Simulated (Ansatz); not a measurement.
# How much does W in Ru(0001), 2x2 scatter?, part 3 of 3

Aim: the resistance that W in Ru(0001), 2x2 adds to the host.

Ansatz 0.2.0; Ansatz plane-wave DFT, PBE, PAW files; ballistic transport by layer matching (Landauer), zero bias; PAW set soft_1 (the session's first sound run).

So far, resistivity per at.% scaled from this dense plane, with the factor 3/4 for isotropic scattering (µΩ cm): step 3 (resistance at ideal sites) 2.01.

### Step 5. Transmission after relaxation, relaxed yes

The transmission is solved again on the relaxed atoms.

This step: Ansatz plane-wave DFT, PBE, PAW files; ballistic transport by layer matching (Landauer), zero bias; PAW set soft_1 (Ansatz 0.2.0).

File input.yaml:

```yaml
crystal:
  lattice:
    - [5.4116, 0.0, 0.0]
    - [-2.7058, 4.6865830751, 0.0]
    - [0.0, 0.0, 34.2552]
  atoms:
    - { symbol: Ru, position: [0.1666666667, 0.3333333333, 0.03125] }
    - { symbol: Ru, position: [0.1666666667, 0.8333333333, 0.03125] }
    - { symbol: Ru, position: [0.6666666667, 0.3333333333, 0.03125] }
    - { symbol: Ru, position: [0.6666666667, 0.8333333333, 0.03125] }
    - { symbol: Ru, position: [0.3333333333, 0.1666666667, 0.09375] }
    - { symbol: Ru, position: [0.3333333333, 0.6666666667, 0.09375] }
    - { symbol: Ru, position: [0.8333333333, 0.1666666667, 0.09375] }
    - { symbol: Ru, position: [0.8333333333, 0.6666666667, 0.09375] }
    - { symbol: Ru, position: [0.1666666667, 0.3333333333, 0.15625] }
    - { symbol: Ru, position: [0.1666666667, 0.8333333333, 0.15625] }
    - { symbol: Ru, position: [0.6666666667, 0.3333333333, 0.15625] }
    - { symbol: Ru, position: [0.6666666667, 0.8333333333, 0.15625] }
    - { symbol: Ru, position: [0.3333333333, 0.1666666667, 0.21875] }
    - { symbol: Ru, position: [0.3333333333, 0.6666666667, 0.21875] }
    - { symbol: Ru, position: [0.8333333333, 0.1666666667, 0.21875] }
    - { symbol: Ru, position: [0.8333333333, 0.6666666667, 0.21875] }
    - { symbol: Ru, position: [0.1666666667, 0.3333333333, 0.28125] }
    - { symbol: Ru, position: [0.1666666667, 0.8333333333, 0.28125] }
    - { symbol: Ru, position: [0.6666666667, 0.3333333333, 0.28125] }
    - { symbol: Ru, position: [0.6666666667, 0.8333333333, 0.28125] }
    - { symbol: Ru, position: [0.3331011313, 0.1668988687, 0.3434560932] }
    - { symbol: Ru, position: [0.3331011313, 0.6662022627, 0.3434560932] }
    - { symbol: Ru, position: [0.8337977373, 0.1668988687, 0.3434560932] }
    - { symbol: Ru, position: [0.8333333333, 0.6666666667, 0.3434689592] }
    - { symbol: Ru, position: [0.1666666667, 0.3333333333, 0.4061538644] }
    - { symbol: Ru, position: [0.1650476199, 0.83252381, 0.4055315104] }
    - { symbol: Ru, position: [0.66747619, 0.3349523801, 0.4055315104] }
    - { symbol: Ru, position: [0.66747619, 0.83252381, 0.4055315104] }
    - { symbol: Ru, position: [0.3343061189, 0.1656938811, 0.4680347777] }
    - { symbol: Ru, position: [0.3343061189, 0.6686122377, 0.4680347777] }
    - { symbol: Ru, position: [0.8313877623, 0.1656938811, 0.4680347777] }
    - { symbol: Ru, position: [0.8333333333, 0.6666666667, 0.4683631349] }
    - { symbol: W, position: [0.1666666667, 0.3333333333, 0.5311262546] }
    - { symbol: Ru, position: [0.1638093378, 0.8319046689, 0.531129982] }
    - { symbol: Ru, position: [0.6680953311, 0.3361906622, 0.531129982] }
    - { symbol: Ru, position: [0.6680953311, 0.8319046689, 0.531129982] }
    - { symbol: Ru, position: [0.3342978225, 0.1657021775, 0.5942360373] }
    - { symbol: Ru, position: [0.3342978225, 0.6685956451, 0.5942360373] }
    - { symbol: Ru, position: [0.8314043549, 0.1657021775, 0.5942360373] }
    - { symbol: Ru, position: [0.8333333333, 0.6666666667, 0.5939053286] }
    - { symbol: Ru, position: [0.1666666667, 0.3333333333, 0.6561389891] }
    - { symbol: Ru, position: [0.1650281297, 0.8325140648, 0.6567306711] }
    - { symbol: Ru, position: [0.6674859352, 0.3349718703, 0.6567306711] }
    - { symbol: Ru, position: [0.6674859352, 0.8325140648, 0.6567306711] }
    - { symbol: Ru, position: [0.3333333333, 0.1666666667, 0.71875] }
    - { symbol: Ru, position: [0.3333333333, 0.6666666667, 0.71875] }
    - { symbol: Ru, position: [0.8333333333, 0.1666666667, 0.71875] }
    - { symbol: Ru, position: [0.8333333333, 0.6666666667, 0.71875] }
    - { symbol: Ru, position: [0.1666666667, 0.3333333333, 0.78125] }
    - { symbol: Ru, position: [0.1666666667, 0.8333333333, 0.78125] }
    - { symbol: Ru, position: [0.6666666667, 0.3333333333, 0.78125] }
    - { symbol: Ru, position: [0.6666666667, 0.8333333333, 0.78125] }
    - { symbol: Ru, position: [0.3333333333, 0.1666666667, 0.84375] }
    - { symbol: Ru, position: [0.3333333333, 0.6666666667, 0.84375] }
    - { symbol: Ru, position: [0.8333333333, 0.1666666667, 0.84375] }
    - { symbol: Ru, position: [0.8333333333, 0.6666666667, 0.84375] }
    - { symbol: Ru, position: [0.1666666667, 0.3333333333, 0.90625] }
    - { symbol: Ru, position: [0.1666666667, 0.8333333333, 0.90625] }
    - { symbol: Ru, position: [0.6666666667, 0.3333333333, 0.90625] }
    - { symbol: Ru, position: [0.6666666667, 0.8333333333, 0.90625] }
    - { symbol: Ru, position: [0.3333333333, 0.1666666667, 0.96875] }
    - { symbol: Ru, position: [0.3333333333, 0.6666666667, 0.96875] }
    - { symbol: Ru, position: [0.8333333333, 0.1666666667, 0.96875] }
    - { symbol: Ru, position: [0.8333333333, 0.6666666667, 0.96875] }
kpoints:
  mp_grid: { grid: [5, 5, 1] }
hamiltonian:
  xc: pbe
  pseudopotentials: { kind: paw, azcp: { folder: soft_1 } }
scf:
  occupations: { method: fermi_dirac, width: 0.1 }
output:
  transmission:
    leads: [[0, 8]]
    kmesh: [10, 10]
    e_range: [-0.05, 0.05]
    de: 0.05
  write_potential: true
  write_density: true
  volumetric_format: npy
```

Started as:

```console
$ ansatz run input.yaml --threads 4 --pin off --max-ram 15360MiB --backend cpu --events-out ev --progress --plain --runs-dir out
```

Numbers of over 12 decimals in the logs are rounded to 6 here.

The program printed:

```text
[...]
Crystal: 64 atoms, lattice volume = 868.777 Å³
Basis set: ecut = 420 eV, 16909 PW (Γ)
Bands: 614, of which v1, the nominal top of the filled ones, is band 511 counted from 1 (510 counted from 0)
Symmetry: 6 space group operations
[...]
k-points: 5 of 25 (time reversal used)
[...]
SCF iter   1: F=—  HF=-380805.405423 eV  |F-HF|=—  |Δ(HF+E_count)|=         —  Δρ=1.41e-1  dr2=6.38e3  ethr=3.10e-3  ⟨swp⟩=5.0  Hψ=9703  notcnv=0
[...]
SCF iter  11: F=-380746.759062 eV  HF=-380746.759062 eV  |F-HF|=8.44e-9  |Δ(HF+E_count)|=  6.98e-10  Δρ=3.22e-7  dr2=8.89e-9  ethr=9.78e-12  ⟨swp⟩=7.6  Hψ=7015  notcnv=0
SCF 1 converged in 11 iterations: F = -380746.759062 eV  dr2 = 8.89e-9
[...]
transmission: 89 of 882 steps passed
transmission: 179 of 882 steps passed
[...]
transmission: 882 of 882 steps passed
SCF converged after 11 iterations
Free energy (F): -380746.759062 eV
[...]
Internal energy: -380744.750190 eV  (E = F + TS)
E sigma→0 (E₀):  -380745.754626 eV
Entropy (-TS):   -2.008871 eV (-31.389 meV/atom)
Fermi energy:    23.409190 eV
[...]
--- Band table (eV; the first three rows and the last of 5) ---
  k-point 0: bands = [... 507 lower, 24.1602, 24.1744, 24.1763, 24.1763, 24.2285, 24.2370, 24.2370, 24.3385, ... 99 higher]
  k-point 1: bands = [... 507 lower, 23.5798, 23.5815, 23.8922, 23.9069, 23.9410, 23.9466, 23.9647, 23.9721, ... 99 higher]
  k-point 2: bands = [... 507 lower, 23.1057, 23.1288, 23.1551, 23.1929, 23.2392, 23.2929, 23.3116, 23.4440, ... 99 higher]
  k-point 4: bands = [... 507 lower, 23.0327, 23.0462, 23.0670, 23.0886, 23.1032, 23.1652, 23.3848, 23.4011, ... 99 higher]
--- Transmission ---
  basis      : 223 plane waves across, 63 finite elements along
  points     : 14, standing for a mesh of 10 x 10
[...]
channels       : 5.280000e0 a spin
[...]
junction   : crystal 0 to crystal 0, 1.44 to 31.42 Å
    transmission   : 4.476630e0 a spin
[...]
```

Wall time 5 min (4 threads of Intel Xeon Platinum 8259CL at 2.50GHz (Skylake/Cascade Lake), shared host); peak memory 8.3 GiB.

Numbers from this step:

| Quantity | Value |
| --- | --- |
| free energy | -380746.7591 eV |
| energy at zero smearing | -380745.7546 eV |
| transmission per spin nearest the Fermi level | 4.477 |
| open channels per spin nearest the Fermi level | 5.28 |

Per spin. The transmission, zone mean by energy, zero at the Fermi level:

```
energy (eV)  transmission, zone mean
    -0.0500                     4.44
     0.0000                     4.48
     0.0500                     4.73
```

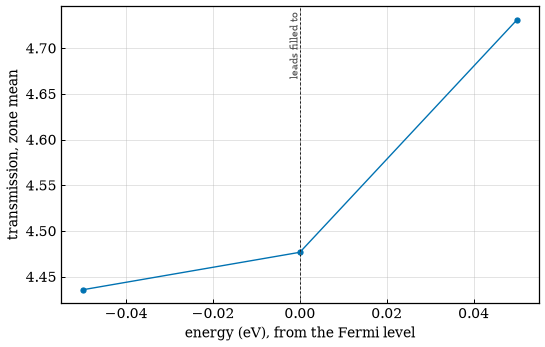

Transmission, zone mean, plotted against energy.

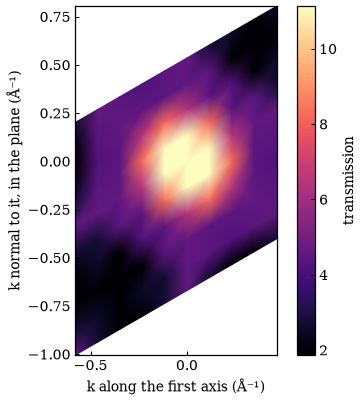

Transmission over k1 and k2. At 0.0000 eV from the Fermi level.

Over the solved energies the transmission per spin lies between 4.44 and 4.73, out of 5.5 channels of the lead on average (up to 6.06).

### Step 6. Resistance after relaxation

This step: Ansatz plane-wave DFT, PBE, PAW files; ballistic transport by layer matching (Landauer), zero bias; area resistance of the defect plane and resistivity an atomic per cent; PAW set soft_1 (Ansatz 0.2.0).

Numbers from this step:

```yaml
area_resistance: 0.1246 fΩ m²
t_over_the_leads_mean_channel_count: 0.8269
resistivity_per_at_scaled_from_this_dense_plane_with_the_factor_3_over_4_for_isotropic_scattering: 1.746 µΩ cm
```

Averaged over the energies near the Fermi level, 82.7 % of the channels pass, which makes 0.125 fΩ m², against 0.143 on ideal sites.

### Step 7. Outcome

```yaml
share_of_channels_that_pass_rigid: 0.794
area_resistance_rigid: 0.143 fΩ m²
resistivity_per_at_from_the_area_resistance_times_3_over_4_rigid: 2.01 µΩ cm
share_of_channels_that_pass_relaxed: 0.827
area_resistance_relaxed: 0.125 fΩ m²
resistivity_per_at_from_the_area_resistance_times_3_over_4_relaxed: 1.75 µΩ cm
```

In words: The plane of defects adds 0.12 fΩ m². Scaled to one atomic per cent that is 2.3 µΩ cm as it stands and 1.7 with the factor 3/4 for isotropic scattering on a spherical Fermi surface; with the reflection in place of the resistance taken as linear in the density it would be 1.4. These are rough estimates of the dilute value, not bounds. One W in each 2x2 cell reflects 17 % of the lead's channels. The relaxed cell differs by -13 % in resistance; between the two runs the lead's own channel count goes from 5.92 to 5.5, so sampling may have a part in it. The defects form a dense periodic sheet that scatters coherently, unlike a dilute random alloy. T and N are means over the solved energies nearest the Fermi level. Spin-orbit coupling is left out, which matters for W.

[Logs are printed without paths, hosts, clocks, repeated set-up lines and the standing remarks that a program may print on its own settings, such as how far it seeks lower states.]

[Hosts, paths, dates, database ids (printed as entryN), source tags and the programs' standing remarks are cut or masked in the printed files.]
